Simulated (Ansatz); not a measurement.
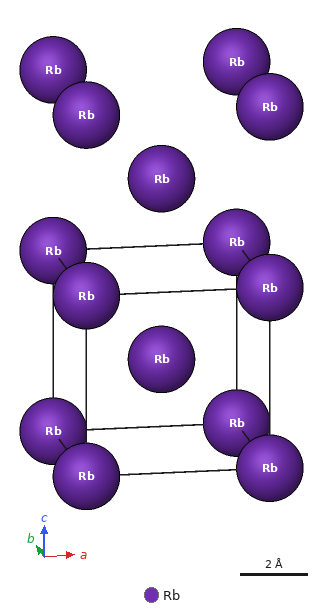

The starting point is crystalline Rb (set up in Im-3m). A spheres-only model of the conventional cell (2 times the calculation's cell), repeated 1 × 1 × 2 with one cell outlined, seen slightly off an axis. Lengths and directions refer to the drawn axes.

Theory: DFT PBEsol, scalar-relativistic, plane waves, PAW in Ansatz. Set-up: plane-wave cutoff 420 eV; occupations gaussian; smearing width 0.1 eV; no spin polarisation. The k-mesh is chosen for each cell (10×10×10, 12×12×12).

Now this is done to it. Every rubidium atom is replaced by strontium, which gives Sr. Cell and atoms are relaxed again (to zero pressure within 0.1 GPa, forces under 0.01 eV/Å).

**Predict the response.**

The volume per atom goes from 86.49 to 51.01 Å³. The drawn cell changes as follows: a = b = c 5.572 → 4.673 Å (−16.1 %); the volume changes by −41.0 %. The space group stays Im-3m (No. 229). Both are metals.

The changed structure in the same view:

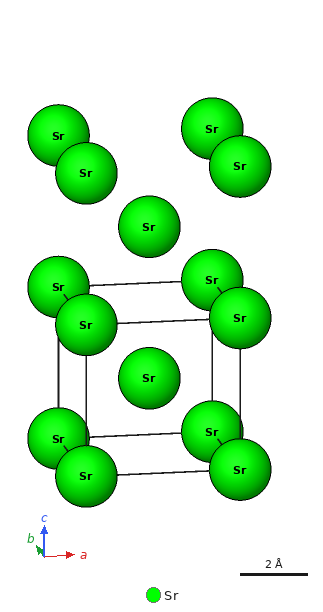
